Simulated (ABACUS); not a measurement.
# Band-structure run of MoSe2 (part 1 of 3)

- system: MoSe2 (P6₃/mmc, 6 atoms in the cell)
- method: Kohn-Sham DFT of a periodic cell, LDA, PseudoDojo NC SR 0.4.1 LDA stringent, no spin polarisation (ABACUS 3.10.1)

The structure derives from an entry of the Crystallography Open Database.

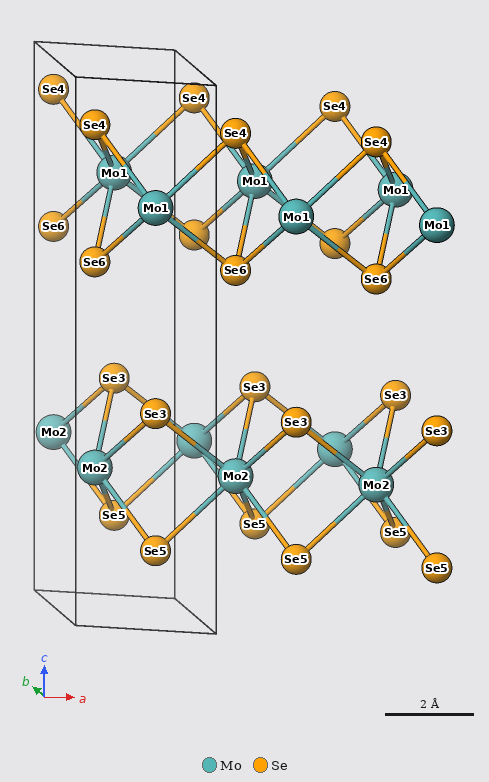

**Figure 1.** The structure as given in the input (ball-and-stick view of the cell of the calculation, repeated 3 × 2 × 1, seen slightly off an axis; atoms are numbered from 1 in the order of the input). An atom can appear more than once, as a periodic image. Near neighbours in the periodic cell (some may lie outside the picture): Mo has 6 Se at 2.49 Å; Se has 3 Mo at 2.49 Å.

The input:
```
INPUT_PARAMETERS
suffix              MoSe2
calculation         scf
basis_type          pw
pseudo_dir          ./
latname             hexagonal
symmetry            1
dft_functional      pz
ecutwfc             105
pseudo_rcut         7
nspin               1
nbands              81
ks_solver           dav
smearing_method     fd
smearing_sigma      0.00367493
scf_thr             1e-08
scf_nmax            100
mixing_type         broyden
mixing_beta         0.7
cal_force           1
cal_stress          1
out_chg             1
out_pot             2
out_elf             1
```

File STRU:
```
ATOMIC_SPECIES
Mo 95.9500 Mo.upf
Se 78.9710 Se.upf

LATTICE_CONSTANT
6.2134194978

LATTICE_PARAMETERS
3.9233576642

ATOMIC_POSITIONS
Direct

Mo
0.0
2
0.6666666667 0.3333333333 0.7500000000 1 1 1
0.3333333333 0.6666666667 0.2500000000 1 1 1

Se
0.0
4
0.6666666667 0.3333333333 0.3750000000 1 1 1
0.3333333333 0.6666666667 0.8750000000 1 1 1
0.6666666667 0.3333333333 0.1250000000 1 1 1
0.3333333333 0.6666666667 0.6250000000 1 1 1
```

File KPT:
```
K_POINTS
0
Gamma
7 7 2 0 0 0
```

Run as:
```bash
OMP_NUM_THREADS=1 mpirun -np 4 abacus > log
```

Log:
```
ABACUS v3.10.1

               Atomic-orbital Based Ab-initio Computation at UStc

 ------------------------------------------------------------------------------------

 READING GENERAL INFORMATION
                           global_out_dir = OUT.MoSe2/
                           global_in_card = INPUT
                               pseudo_dir = ./
                              orbital_dir =
                                    DSIZE = 4
                                    GSIZE = 1

 READING UNITCELL INFORMATION
                                    ntype = 2
                  lattice constant (Bohr) = 6.21342
              lattice constant (Angstrom) = 3.288

 READING ATOM TYPE 1
                               atom label = Mo
                      L=0, number of zeta = 1
                      L=1, number of zeta = 1
                      L=2, number of zeta = 1
             number of atom for this type = 2

 READING ATOM TYPE 2
                               atom label = Se
                      L=0, number of zeta = 1
                      L=1, number of zeta = 1
                      L=2, number of zeta = 1
             number of atom for this type = 4

                        TOTAL ATOM NUMBER = 6
DIRECT COORDINATES
    atom                   x                   y                   z     mag                  vx                  vy                  vz
taud_Mo1            0.6666666667        0.3333333333        0.7500000000  0.0000        0.0000000000        0.0000000000        0.0000000000
taud_Mo2            0.3333333333        0.6666666667        0.2500000000  0.0000        0.0000000000        0.0000000000        0.0000000000
taud_Se1            0.6666666667        0.3333333333        0.3750000000  0.0000        0.0000000000        0.0000000000        0.0000000000
taud_Se2            0.3333333333        0.6666666667        0.8750000000  0.0000        0.0000000000        0.0000000000        0.0000000000
taud_Se3            0.6666666667        0.3333333333        0.1250000000  0.0000        0.0000000000        0.0000000000        0.0000000000
taud_Se4            0.3333333333        0.6666666667        0.6250000000  0.0000        0.0000000000        0.0000000000        0.0000000000

                          Volume (Bohr^3) = 815.043
                             Volume (A^3) = 120.777

 Lattice vectors: (Cartesian coordinate: in unit of a_0)
                   +1                  +0                  +0
                 -0.5           +0.866025                  +0
                   +0                  +0            +3.92336
 Reciprocal vectors: (Cartesian coordinate: in unit of 2 pi/a_0)
                   +1            +0.57735                  -0
                   -0             +1.1547                  -0
                   +0                  -0           +0.254884
 The esolver type has been set to : ksdft_pw

                PAO radial cut off (Bohr) = 7

 Read in pseudopotential file is Mo.upf
                     pseudopotential type = NC
          exchange-correlation functional = SLAPWNOGXNOGC
                 nonlocal core correction = 1
                        valence electrons = 14
                                     lmax = 2
                           number of zeta = 4
                     number of projectors = 6
                           L of projector = 0
                           L of projector = 0
                           L of projector = 1
                           L of projector = 1
                           L of projector = 2
                           L of projector = 2
 XC functional updated to : pz
          exchange-correlation functional = PZ
                PAO radial cut off (Bohr) = 7

 Read in pseudopotential file is Se.upf
                     pseudopotential type = NC
          exchange-correlation functional = SLAPWNOGXNOGC
                 nonlocal core correction = 1
                        valence electrons = 24
                                     lmax = 2
                           number of zeta = 5
                     number of projectors = 6
                           L of projector = 0
                           L of projector = 0
                           L of projector = 1
                           L of projector = 1
                           L of projector = 2
                           L of projector = 2
 XC functional updated to : pz
          exchange-correlation functional = PZ
     initial pseudo atomic orbital number = 72

 SETUP THE ELECTRONS NUMBER
            electron number of element Mo = 14
      total electron number of element Mo = 28
            electron number of element Se = 24
      total electron number of element Se = 96
            AUTOSET number of electrons:  = 124
                           occupied bands = 62
                                   NBANDS = 81
                                   NLOCAL = 54

%%%%%%%%%%%%%%%%%%%%%%%%%%%%%%%%%%%%%%%%%%%%%%%%%%%%%%%%%%%%%%%%%%%%%%%%%%%%%%%%%%%%%%%%%%%%%%%%%%%%%%%%%%
 Warning: the number of valence electrons in pseudopotential > 6 for Mo: [Kr] 4d5 5s1
 Warning: the number of valence electrons in pseudopotential > 6 for Se: [Ar] 3d10 4s2 4p4
 Pseudopotentials with additional electrons can yield (more) accurate outcomes, but may be less efficient.
 If you're confident that your chosen pseudopotential is appropriate, you can safely ignore this warning.
%%%%%%%%%%%%%%%%%%%%%%%%%%%%%%%%%%%%%%%%%%%%%%%%%%%%%%%%%%%%%%%%%%%%%%%%%%%%%%%%%%%%%%%%%%%%%%%%%%%%%%%%%%

 SETUP THE PLANE WAVE BASIS
 energy cutoff for charge/potential (unit:Ry) = 420
            fft grid for charge/potential = [ 45, 45, 160 ]
                        fft grid division = [ 1, 1, 1 ]
        big fft grid for charge/potential = [ 45, 45, 160 ]
                                     nbxx = 81000
                                     nrxx = 81000

 SETUP PLANE WAVES FOR CHARGE/POTENTIAL
                    number of plane waves = 118377
                         number of sticks = 1123

 PARALLEL PW FOR CHARGE/POTENTIAL
     PROC   COLUMNS(POT)             PW
        1            281          29593
        2            281          29597
        3            281          29597
        4            280          29590
 --------------- sum -------------------
        4           1123         118377
                            number of |g| = 5167
                                  max |g| = 410.688
                                  min |g| = 0

----------- Double Check Mixing Parameters Begin ------------
mixing_type: broyden
mixing_beta: 0.7
mixing_gg0: 1
mixing_gg0_min: 0.1
mixing_ndim: 8
----------- Double Check Mixing Parameters End ------------

 LATTICE VECTORS: (CARTESIAN COORDINATE: IN UNIT OF A0)
                   +1                  +0                  +0
                 -0.5           +0.866025                  +0
                   +0                  +0            +3.92336
                       right hand lattice = 1
                                   NORM_A = 1
                                   NORM_B = 1
                                   NORM_C = 3.92336
                           ALPHA (DEGREE) = 90
                           BETA  (DEGREE) = 90
                           GAMMA (DEGREE) = 120

 The lattice vectors have been changed (STRU_SIMPLE.cif)

(for optimal symmetric configuration:)
                             BRAVAIS TYPE = 4
                     BRAVAIS LATTICE NAME = 04. Hexagonal cell
                                    ibrav = 4
                                    IBRAV = 4
                                  BRAVAIS = HEXAGONAL CELL
                       LATTICE CONSTANT A = 1
                                C/A RATIO = 3.92336
Original cell was already a primitive cell.
                        ROTATION MATRICES = 24
              PURE POINT GROUP OPERATIONS = 12
                   SPACE GROUP OPERATIONS = 24
                                       C2 = 3
                                       C3 = 2
                                       C4 = 0
                                       C6 = 0
                                       S1 = 3
                                       S3 = 0
                                       S4 = 0
                                       S6 = 2
                              POINT GROUP = D_3d
                                       C2 = 7
                                       C3 = 2
                                       C4 = 0
                                       C6 = 2
                                       S1 = 7
                                       S3 = 2
                                       S4 = 0
                                       S6 = 2
               POINT GROUP IN SPACE GROUP = D_6h

 SETUP K-POINTS
                                    nspin = 1
                   Input type of k points = Monkhorst-Pack(Gamma)
                                   nkstot = 98
                       right hand lattice = 1
(for reciprocal lattice: )
                             BRAVAIS TYPE = 4
                     BRAVAIS LATTICE NAME = 04. Hexagonal cell
                                    ibrav = 4
                       right hand lattice = 1
(for k-lattice: )
                             BRAVAIS TYPE = 4
                     BRAVAIS LATTICE NAME = 04. Hexagonal cell
                                    ibrav = 4
                       right hand lattice = 1
                        ROTATION MATRICES = 24
                               nkstot_ibz = 16
K-POINTS REDUCTION ACCORDING TO SYMMETRY
     IBZ    DIRECT_X    DIRECT_Y    DIRECT_Z  WEIGHT  ibz2bz
       1  0.00000000  0.00000000  0.00000000  0.0102       0
       2 -0.14285714  0.14285714  0.00000000  0.0612       1
       3 -0.28571429  0.28571429  0.00000000  0.0612       2
       4 -0.42857143  0.42857143  0.00000000  0.0612       3
       5 -0.14285714  0.28571429  0.00000000  0.0612       8
       6 -0.28571429  0.42857143  0.00000000  0.1224       9
       7  0.42857143  0.42857143  0.00000000  0.0612      10
       8  0.42857143  0.28571429  0.00000000  0.0612      16
       9  0.00000000  0.00000000  0.50000000  0.0102      49
      10 -0.14285714  0.14285714  0.50000000  0.0612      50
      11 -0.28571429  0.28571429  0.50000000  0.0612      51
      12 -0.42857143  0.42857143  0.50000000  0.0612      52
      13 -0.14285714  0.28571429  0.50000000  0.0612      57
      14 -0.28571429  0.42857143  0.50000000  0.1224      58
      15  0.42857143  0.42857143  0.50000000  0.0612      59
      16  0.42857143  0.28571429  0.50000000  0.0612      65

                               nkstot now = 16
[... K-POINTS DIRECT COORDINATES: 16 rows ...]

           k-point number in this process = 16
       minimum distributed K point number = 16
[... stars of the k points ...]

[... K-POINTS CARTESIAN COORDINATES: 16 rows ...]

[... K-POINTS DIRECT COORDINATES: 16 rows ...]

 SETUP PLANE WAVES FOR WAVE FUNCTIONS
     energy cutoff for wavefunc (unit:Ry) = 105
              fft grid for wave functions = [ 45, 45, 160 ]
                    number of plane waves = 18783
                         number of sticks = 313

 PARALLEL PW FOR WAVE FUNCTIONS
     PROC   COLUMNS(POT)             PW
        1             78           4690
        2             78           4694
        3             79           4711
        4             78           4688
 --------------- sum -------------------
        4            313          18783

 SETUP NONLOCAL PSEUDOPOTENTIALS IN PLANE WAVE BASIS
 Mo non-local projectors:
 projector 1 L=0
 projector 2 L=0
 projector 3 L=1
 projector 4 L=1
 projector 5 L=2
 projector 6 L=2
 Se non-local projectors:
 projector 1 L=0
 projector 2 L=0
 projector 3 L=1
 projector 4 L=1
 projector 5 L=2
 projector 6 L=2
      TOTAL NUMBER OF NONLOCAL PROJECTORS = 108

 Init Non-Local PseudoPotential table :
 Init Non-Local-Pseudopotential done.

                                     npwx = 3722

 Make real space PAO into reciprocal space.
       max mesh points in Pseudopotential = 701
     dq(describe PAO in reciprocal space) = 0.01
                                    max q = 1234

 number of pseudo atomic orbitals for Mo is 4
WARNING: norm of atomic wavefunction # 3 of atomic type Mo is 0.999108, renormalized
WARNING: norm of atomic wavefunction # 4 of atomic type Mo is 0.990139, renormalized

 number of pseudo atomic orbitals for Se is 5
WARNING: norm of atomic wavefunction # 4 of atomic type Se is 0.999995, renormalized
WARNING: norm of atomic wavefunction # 5 of atomic type Se is 0.999481, renormalized

 -------------------------------------------
 SELF-CONSISTENT
 -------------------------------------------
                                 init_chg = atomic

 PW ALGORITHM --------------- ION=   1  ELEC=   1--------------------------------

 Notice: Threshold on eigenvalues was too large.
 hsover_error=1.24 > DRHO=0.705107
 Origin diag ethr = 0.01
 New diag ethr = 0.000568635

 Density error is 0.697388051575
                          Error Threshold = 0.000568634820812
----------------------------------------------------------
     Energy           Rydberg                 eV
----------------------------------------------------------
 E_KohnSham     -3013.2366653559     -40997.1880713591
 E_Harris       -3012.1215162288     -40982.0156891110
 E_Fermi        1.0584205425         14.4005502586
```
